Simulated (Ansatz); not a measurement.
Input file:

```
crystal:
  lattice:
    - [0.0, 2.8726923284, 2.8726923284]
    - [2.8726923284, 0.0, 2.8726923284]
    - [2.8726923284, 2.8726923284, 0.0]
  atoms:
    - { symbol: Ga, position: [0.0, 0.0, 0.0] }
    - { symbol: As, position: [0.25, 0.25, 0.25] }
basis:
  ecutwfc: 500
kpoints:
  mp_grid: { grid: [12, 12, 12] }
  band_path:
    path:
      - [[0.0, 0.0, 0.0], [-0.5, -0.5, 0.0], [-0.375, -0.375, 0.25]]
      - [[-0.375, 0.0, 0.375], [0.0, 0.0, 0.0], [0.0, 0.0, 0.5], [-0.5, -0.25, 0.25], [-0.5, -0.5, 0.0]]
    npoints: 14
hamiltonian:
  xc: r2scan
scf:
  occupations: { method: gaussian, width: 0.02 }
  n_extra_bands: 6
output:
  forces: true
  stress: true
  eigenvalues: true
  populations: true
  dos: { projected: true, de: 0.02, nscf_kmesh: { grid: [15, 15, 15] } }
  bader: true
  write_density: true
  write_potential: true
  elf: true
  volumetric_format: npy
```

Run with:

```sh
ansatz run input.yaml --threads 1 --pin off --max-ram 2560MiB --backend cpu --events-out ev --progress --plain --runs-dir out
```

Below, planes, directions and counts refer to the conventional cell (a = 5.75 Å, b = 5.75 Å, c = 5.75 Å, α = 90.00°, β = 90.00°, γ = 90.00°).

Space group F-43m; a structure generated by program, which may or may not match a known phase; computed pressure about −3 GPa in this cell.

Computed with DFT r2SCAN, scalar-relativistic, plane waves, PAW in Ansatz 0.2.0.

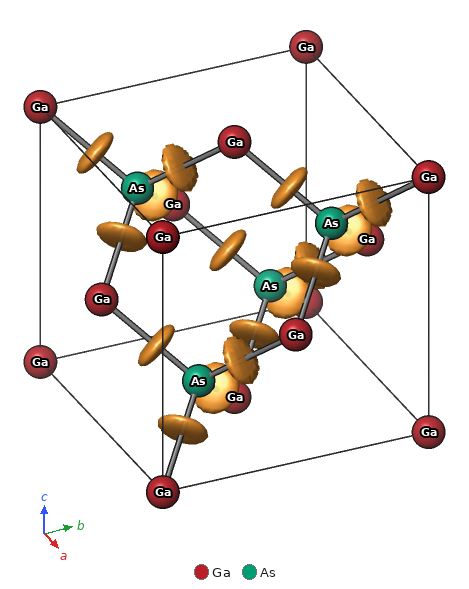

GaAs. Isosurface of the ELF at 0.75 (orange), seen at an oblique angle. Core shells and regions of very low density are left out. Sticks mark near contacts.

In a PAW calculation such maps are meaningful between the atoms, not at the nuclei.

> Where are the electrons localised?

The surface consists of 16 regions between bonded As–Ga atoms (shared pairs), counted in one cell of 8 atoms. Any copies at cell faces, edges or corners count once. Along the contacts the grid gives the following. Ga–As (2.49 Å): the ELF peaks at about 0.80 between the atoms: localised, covalent bonding.
